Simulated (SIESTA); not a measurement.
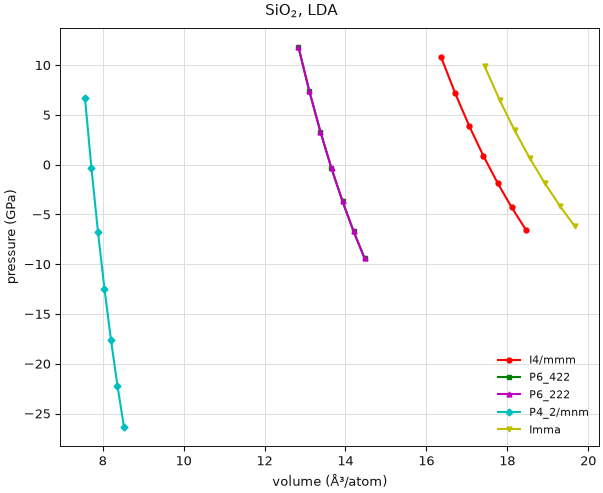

The picture above shows the pressure against volume, with one curve for each structure, for SiO₂.

Calculation (SIESTA 5.4.2): DFT in numerical atomic orbitals with pseudopotentials, no spin polarisation; energies at scaled volumes of the given cell, shape and fractions fixed, counted from the fit's minimum, third-order Birch-Murnaghan fit. Level: LDA.

- occupations: Fermi–Dirac
- smearing width: 0.05 eV
- potentials: PseudoDojo 0.4 standard, converted to PSML, two zetas on semicore shells

Settings that differ: I4/mmm: k mesh 4×4×4; P6_422: k mesh 4×4×4; P6_222: k mesh 4×4×4; P4_2/mnm: k mesh 4×4×8; Imma: k mesh 4×4×4.

For I4/mmm: what does the pressure do across the range?

It falls from 10.79 GPa at volume 16.37 Å³/atom to −6.51 GPa at 18.46 Å³/atom, and changes sign near 17.52 Å³/atom.

For P6_422: how does the pressure vary with volume?

It falls from 11.87 GPa at volume 12.84 Å³/atom to −9.41 GPa at 14.47 Å³/atom, and changes sign near 13.63 Å³/atom.

Keep in mind: mulliken charges of long orbitals; shape and atomic fractions are frozen while scaling, which makes layered, chain and framework solids too stiff.
